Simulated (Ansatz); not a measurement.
**Ni₃O₄: density, localisation and related maps**

Input

```
crystal:
  lattice:
    - [2.9770058972, -4.0865331607, 0.0]
    - [2.9770058972, 4.0865331607, 0.0]
    - [0.0, 0.0, 2.8524377362]
  atoms:
    - { symbol: Ni, position: [0.5, 0.0, 0.5], spin: 1.85 }
    - { symbol: Ni, position: [0.0, 0.5, 0.5], spin: 1.85 }
    - { symbol: Ni, position: [0.0, 0.0, 0.0] }
    - { symbol: O, position: [0.79372467, 0.79372467, 0.5], spin: 0.11 }
    - { symbol: O, position: [0.20627533, 0.20627533, 0.5], spin: 0.11 }
    - { symbol: O, position: [0.22772481, 0.7722752, 0.0], spin: 0.22 }
    - { symbol: O, position: [0.7722752, 0.2277248, 0.0], spin: 0.22 }
basis:
  ecutwfc: 500
kpoints:
  mp_grid: { grid: [8, 8, 12] }
hamiltonian:
  xc: r2scan
scf:
  occupations: { method: gaussian, width: 0.1 }
output:
  forces: true
  stress: true
  eigenvalues: true
  populations: true
  write_density: true
  write_potential: true
  elf: true
  volumetric_format: npy
magnetization:
  spin_polarized: true
relax:
  adjacent_minimum: "off"
  f_tol: 0.01
  max_steps: 40
```

Launched as:

```sh
ansatz run input.yaml --threads 2 --pin off --max-ram 5120MiB --backend cpu --events-out ev --progress --plain --runs-dir out
```

Below, planes, directions and counts refer to the conventional cell (a = 5.95 Å, b = 8.17 Å, c = 2.85 Å, α = 90.00°, β = 90.00°, γ = 90.00°).

Space group Cmmm; a structure from a database of computed crystals, not necessarily the ambient phase; the SCF solution may not be the lowest one; the program warned that another magnetic order may lie lower; spin-polarised.

All numbers below come from DFT r2SCAN, scalar-relativistic, plane waves, PAW (Ansatz).

The density is the valence pseudo-density of a PAW calculation; it isn't the true density close to the nuclei.

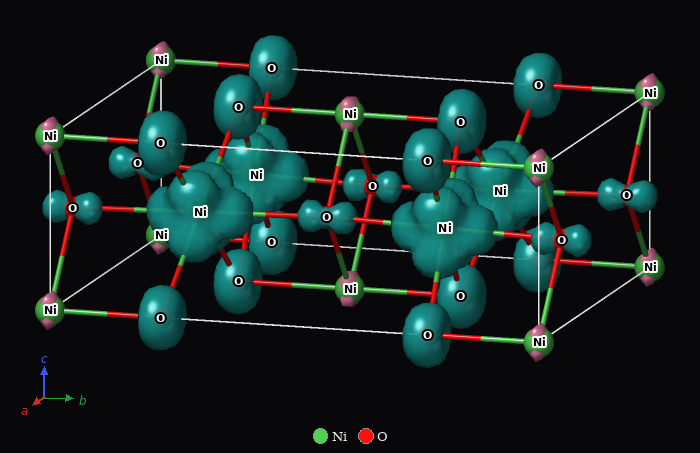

Figure 1. Isosurfaces of the spin density at +0.15 (teal) and −0.15 e/Å³ (pink), seen slightly off an axis. Sticks mark near contacts.

> Describe the spin distribution.

The spin density sits on Ni: +1.7 μB (×4) in one cell of 14 atoms, with smaller moments on other sites: Ni (up to −0.06 μB) and O (up to +0.20 μB): parallel main moments (a ferromagnetic arrangement) in this solution. The cell of the calculation (7 atoms) carries 4.0 μB of net spin moment.

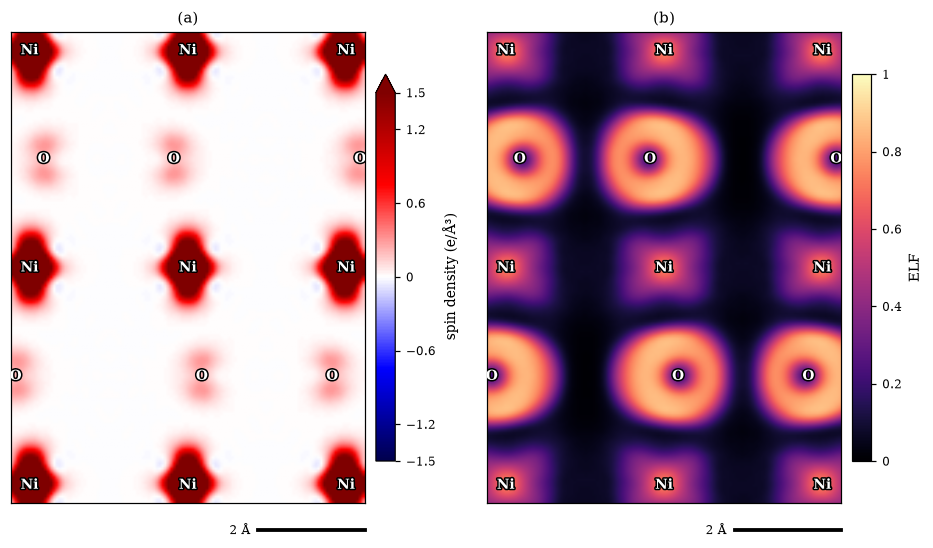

Figure 2. (a) magnetisation density (up minus down); (b) ELF on the (001) plane of the conventional cell.

> Read the bonding off the picture.

- Atoms in the plane: Ni and O.
- Ni–O (2.06 Å): the ELF peaks at about 0.85 in the valence shell of O, 0.6 Å from its nucleus, and is about 0.15 at the midpoint (no localised pair shows between them).
- The features right at Ni lie inside the PAW spheres, where the map follows smoothed inner orbitals and isn't to be read closely.
